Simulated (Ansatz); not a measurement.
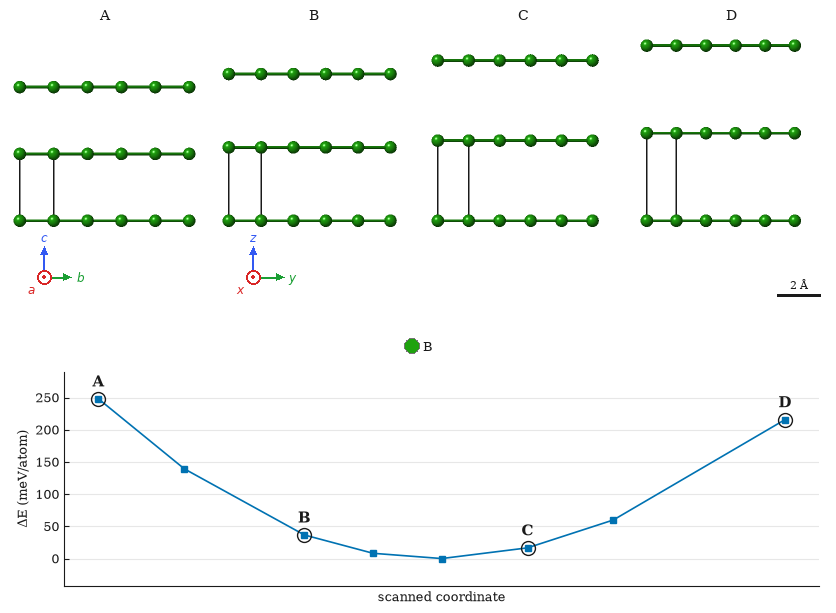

A scan of a crystal of B (P6/mmm) along one coordinate. x, y and z are the Cartesian axes of the input. Style: ball-and-stick. Shown: the cell of the calculation, repeated 3 × 5 × 2 with one cell outlined, along the a axis.

These are results of Ansatz, DFT r2SCAN, scalar-relativistic, plane waves, PAW, not measurements. (plane-wave cutoff 500 eV; k-point mesh 36 × 36 × 14; occupations gaussian; smearing width 0.15 eV; no spin polarisation). Energies (free energies at the smearing named) are counted from the cell as listed in its source, which wasn't relaxed.

> What is being scanned?

The ratio of the cell's length along z to its lengths across, counted as 1 for the reference, is changed at fixed volume (a c/a path), with the atoms kept at their fractional coordinates. In the frames the relative ratio is 0.80 (A), 0.92 (B), 1.05 (C), 1.20 (D). Of the computed points the lowest is at the relative ratio 1.00, 0.0 meV/atom. At the ends of the scan the energy is 247.8 meV/atom (0.80) and 215.6 meV/atom (1.20). The unrelaxed reference is under a pressure of 1.3 GPa. The distortion keeps the space group P6/mmm. At the relative ratio 0.80 the cell of the drawing goes a 1.702 → 1.834 Å, b 1.702 → 1.834 Å, c 3.635 → 3.133 Å.
